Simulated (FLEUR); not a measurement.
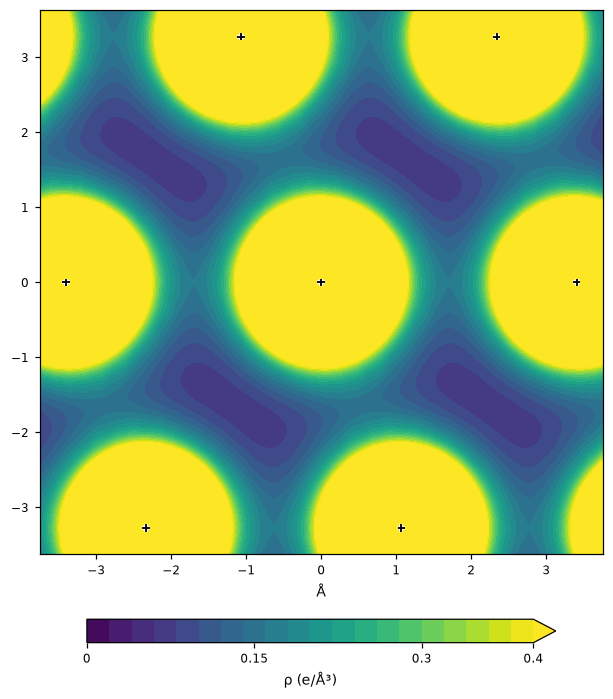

The total electron density on a plane through atoms (crosses mark nuclei in the plane).

Theory: Kohn-Sham DFT of a periodic cell, PW91, all-electron (FLEUR MaX-R8.1 (patched build s14)).

Candidates:
A. PtSe$_{2}$, a = 3.72 Å, b = 3.72 Å, c = 5.06 Å, α = 90.00°, β = 90.00°, γ = 120.00°. Space group P-3m1.
B. Bi, a = 3.40 Å, b = 3.42 Å, c = 3.45 Å, α = 110.32°, β = 108.05°, γ = 109.50°. Space group P-1; a structure from a database of computed crystals, not necessarily the ambient phase; changed on purpose from its base cell (cell strained at random at fixed volume).

Question: Which candidate gave the map?

Answer: Candidate B: Bi on the (010) plane of the conventional cell, which holds Bi. Bi–Bi (3.40 Å): ρ is about 0.16 e/Å³ halfway. Bi–Bi (3.45 Å): ρ at the midpoint is about 0.15 e/Å³.
